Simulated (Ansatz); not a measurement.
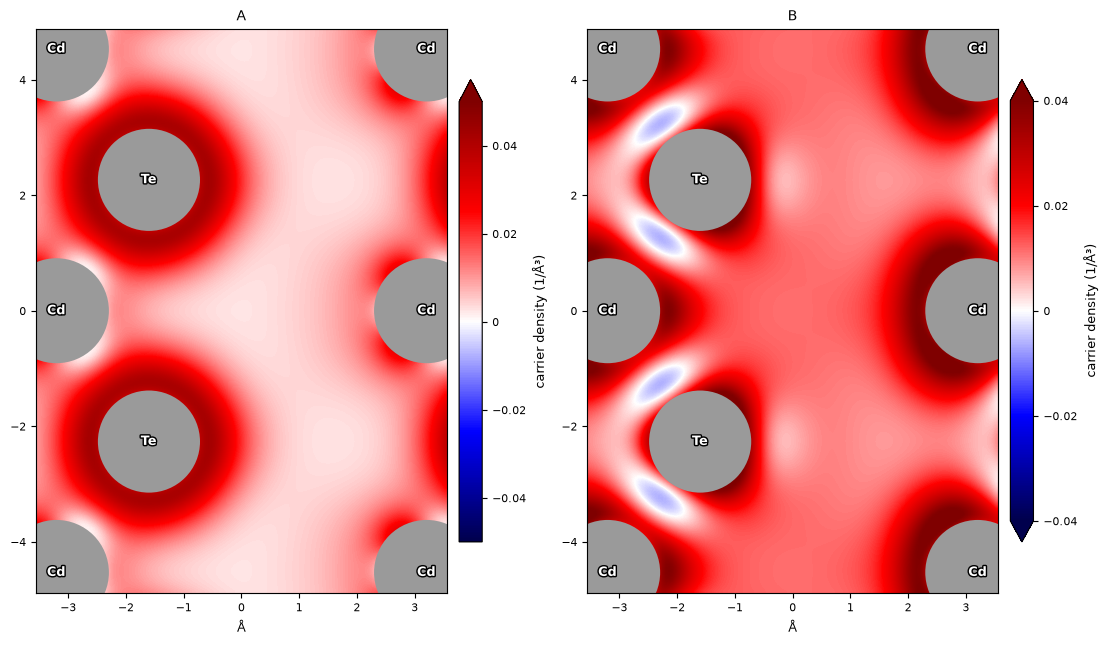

CdTe, doped once with holes and once with electrons (0.1 e in the calculation's cell of 2 atoms, uniform background, atoms fixed). Each panel shows the carrier's density (positive where it sits) on the (101) plane of the conventional cell; grey discs cover the cores. Cores are masked to 0.9 Å (Cd) and 0.9 Å (Te).

Space group F-43m; the calculation finds a residual pressure of about 4 GPa at this fixed cell.

Method: DFT PBE, scalar-relativistic, plane waves, PAW in Ansatz 0.2.0.

**Tell the hole from the electron.**

A is the hole: outside the cores it is densest 1.1 Å from a tellurium nucleus; it divides as Te about 75 % and Cd about 25 %. B is the electron: outside the cores it is densest 1.1 Å from a cadmium nucleus; it divides as Te about 55 % and Cd about 45 %. Shares are sums over atomic cells sized by the Bader volumes, which fill 35 % (Cd) and 65 % (Te) of the cell, so only an excess over these marks a preference; they are shares of the net change, screening included, and the band-edge orbitals themselves can be more concentrated.
